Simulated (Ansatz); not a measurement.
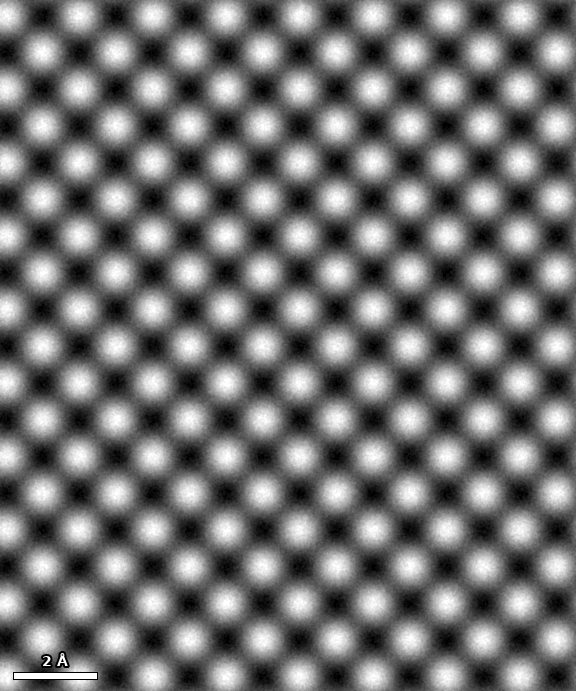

An image along [001] of one of the structures below (computed or model cells, partly hypothetical, each in its standard cell). Simulated incoherent Z contrast: every atom adds Z^1.7 spread by a probe of 0.81 Å full width; channelling and multiple scattering are left out. The display is stretched by a gamma of 0.8; percentages refer to the linear signal. Shot noise was added.

A. C
Space group P6_3/mmc (No. 194). a = 1.714 Å, b = 1.714 Å, c = 13.730 Å, α = 90.00°, β = 90.00°, γ = 120.00°
| atom | site | symmetry | x | y | z |
| --- | --- | --- | --- | --- | --- |
| C | 2a | -3m. | 0.0000 | 0.0000 | 0.0000 |
| C | 2c | -6m2 | 0.3333 | 0.6667 | 0.2500 |

B. C
Space group P6_3/mmc (No. 194). a = 2.499 Å, b = 2.499 Å, c = 4.161 Å, α = 90.00°, β = 90.00°, γ = 120.00°
```json
{"atom": "C", "site": "4f", "symmetry": "3m.", "x": "0.3333", "y": "0.6667", "z": "0.0628"}
```

C. C
Space group Fd-3m:1 (No. 227). a = 3.572 Å, b = 3.572 Å, c = 3.572 Å, α = 90.00°, β = 90.00°, γ = 90.00°
```
atom  site  symmetry       x       y       z
   C    8a      -43m  0.0000  0.0000  0.0000
```

D. C
Space group Im-3m (No. 229). a = 2.388 Å, b = 2.388 Å, c = 2.388 Å, α = 90.00°, β = 90.00°, γ = 90.00°
```json
{"atom": "C", "site": "2a", "symmetry": "m-3m", "x": "0.0000", "y": "0.0000", "z": "0.0000"}
```

Question: Which structure was imaged?

Answer: C, C. Along [001] the projected cells are A 1.71 × 1.71 Å, 120°; B 2.50 × 2.50 Å, 120°; C 1.26 × 1.26 Å, 90°; D 1.69 × 1.69 Å, 90°. The image repeats as C does.

Structure C: the input geometry of a calculation; the starting structure was generated, so it need not be a known form of this composition.
